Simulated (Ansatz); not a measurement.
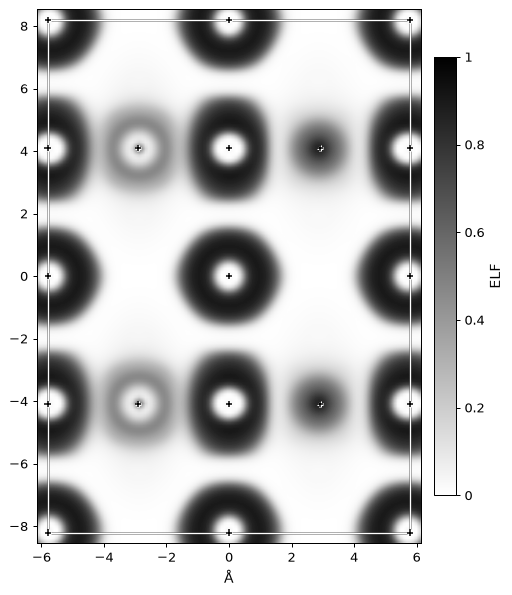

The electron localisation function on a plane through atoms (crosses mark nuclei in the plane).

Level of theory: DFT PBE, scalar-relativistic, plane waves, PAW in Ansatz 0.2.0.

Candidates:
A. FePt, a = 2.72 Å, b = 2.72 Å, c = 3.70 Å, α = 90.00°, β = 90.00°, γ = 90.00°. Space group P4mm; changed on purpose from its base cell (all Pt atoms moved +0.188 Å, as atom 2 along Cartesian [0 0 1]); not relaxed (largest force 1.8 eV/Å); computed pressure about 9 GPa in this cell; spin-polarised.
B. Cs₂AgBiBr₆, a = 11.60 Å, b = 11.60 Å, c = 11.60 Å, α = 90.00°, β = 90.00°, γ = 90.00°. Space group Fm-3m; changed on purpose from its base cell (volume × 1.03, shape and atoms relaxed).

Q: Which system is this?

A: Candidate B: Cs₂AgBiBr₆ on the (110) plane of the conventional cell, which holds Cs, Ag, Bi and Br. Ag–Br (2.90 Å): the ELF is about 0.20 at the midpoint. Bi–Br (2.90 Å): the ELF is about 0.35 at the midpoint.
